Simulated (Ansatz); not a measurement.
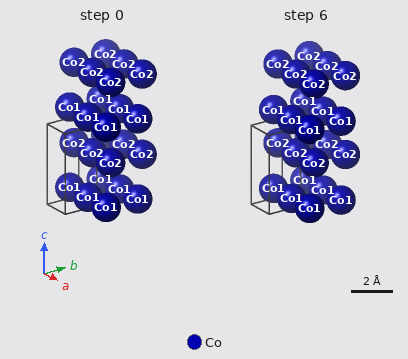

The structure of crystalline Co (set up in P-3m1) before (left) and after (right) a relaxation, at one scale.

Style: spheres-only. Shown: the cell of the calculation, repeated 3 × 2 × 2 with one cell outlined, slightly off an axis.

Theory: DFT PBE+D3(BJ), scalar-relativistic, plane waves, PAW (Ansatz).

Input file:
```yaml
crystal:
  lattice:
    - [2.4873648738, 0.0, 0.0]
    - [-1.2436824369, 2.1541211692, 0.0]
    - [0.0, 0.0, 4.0632895034]
  atoms:
    - { symbol: Co, position: [0.66666667, 0.33333333, 0.259861], spin: 1.84 }
    - { symbol: Co, position: [0.33333333, 0.66666667, 0.740139], spin: 1.84 }
basis:
  ecutwfc: 420
kpoints:
  mp_grid: { grid: [21, 21, 10] }
hamiltonian:
  xc: pbe
  dispersion: d3bj
scf:
  occupations: { method: gaussian, width: 0.1 }
output:
  forces: true
  stress: true
  eigenvalues: true
  populations: true
magnetization:
  spin_polarized: true
relax:
  adjacent_minimum: "off"
  f_tol: 0.005
  max_steps: 80
  cell: { stress_tol: 0.05 }
```

### What changed between the two?

The energy falls by 35.4 meV per cell of the calculation in 5 accepted moves (6 points after the start). Largest force component: 0.5 eV/Å at the start, 0.00012 eV/Å at the end. Pressure: −5.83 GPa at the start and −0.03 GPa at the end. At 1 point the geometry stayed and the basis and grid were re-selected for the new cell (energy shift of 0.7 meV per cell of the calculation at most each time). The largest moves relative to the cell, 0.039 Å, are those of Co1 and Co2. Co1 goes along −c. Cell: a = b 2.487 → 2.469 Å (−0.7 %), c 4.063 → 3.992 Å (−1.7 %). Volume −3.2 %. Among the contacts that change: Co1–Co2 2.554 → 2.453 Å, Co1–Co2 (another image) 2.423 → 2.453 Å, Co1–Co1 2.487 → 2.469 Å. The space group (tolerance 0.01 Å) goes from P-3m1 (No. 164) to P6_3/mmc (No. 194).
